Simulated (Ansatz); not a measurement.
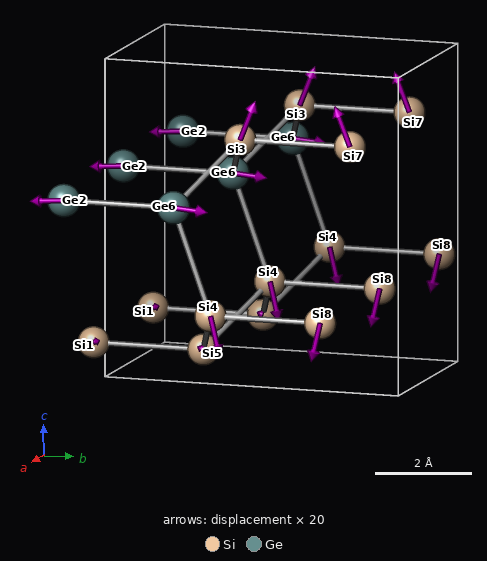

This is a relaxation of a crystal of Si3Ge (set up in Pmm2). The starting structure is drawn; purple arrows show the displacements (the part carried along by the change of the cell is left out), magnified 20 times.

Style: ball-and-stick. Shown: the cell of the calculation, repeated 2 × 1 × 1 with one cell outlined, slightly off an axis.

Case: 6 of 8 Ge sites taken by Si, cell and atoms relaxed.

These are results of Ansatz 0.2.0, DFT PBE, scalar-relativistic, plane waves, PAW, not measurements.

Input
```yaml
crystal:
  lattice:
    - [1.9516110047, 3.3802894166, 0.0]
    - [0.0, 0.0, 6.4474088104]
    - [5.8548330139, -3.3802894167, 0.0]
  atoms:
    - { symbol: Si, position: [0.5, 0.0629179543, 0.1666666667] }
    - { symbol: Ge, position: [1.0, 0.0629179543, 0.6666666667] }
    - { symbol: Si, position: [0.5, 0.5629179543, 0.8333333333] }
    - { symbol: Si, position: [1.0, 0.5629179543, 0.3333333333] }
    - { symbol: Si, position: [0.5, 0.4370820457, 0.1666666667] }
    - { symbol: Ge, position: [1.0, 0.4370820457, 0.6666666667] }
    - { symbol: Si, position: [0.5, 0.9370820457, 0.8333333333] }
    - { symbol: Si, position: [1.0, 0.9370820457, 0.3333333333] }
basis:
  ecutwfc: 420
kpoints:
  mp_grid: { grid: [10, 6, 6] }
hamiltonian:
  xc: pbe
scf:
  occupations: { method: gaussian, width: 0.1 }
output:
  forces: true
  stress: true
  eigenvalues: true
relax:
  adjacent_minimum: "off"
  f_tol: 0.015
  max_steps: 60
  cell: { stress_tol: 0.15 }
```

Run as
```bash
ansatz run input.yaml --threads 1 --pin off --max-ram 2560MiB --backend cpu --events-out ev --progress --plain --runs-dir out
```

Q: What did the optimiser do to the structure, and how much energy did it gain?

A: After 2 accepted moves (3 points after the start) the energy has fallen by 7.7 meV per atom. The largest force component goes from 0.47 to 0.0074 eV/Å. The pressure goes from −0.38 to 0.00 GPa. The SCF was repeated once at an unchanged geometry on a basis and grid sized afresh for the cell, which shifted the energy by less than 0.05 meV per atom at most. The largest moves relative to the cell, 0.046 Å, are those of Si3 and Si7. Si3 goes along [0 1 2]. Largest moves by element: Si 0.046 Å, Ge 0.038 Å. Cell: a 3.903 → 3.897 Å (−0.2 %), b 6.447 → 6.434 Å (−0.2 %), c 6.761 → 6.752 Å (−0.1 %). Volume −0.5 %. Near-neighbour distances that change, for instance: Ge2–Ge6 2.412 → 2.484 Å, Si3–Si7 2.412 → 2.373 Å, Si1–Si7 2.395 → 2.362 Å, Ge2–Si8 2.395 → 2.420 Å. The space group stays Pmm2 (No. 25). The run took 120 s on 1 thread of Intel(R) Xeon(R) 6975P-C (Granite Rapids) (shared host), peak memory 0.72 GiB.
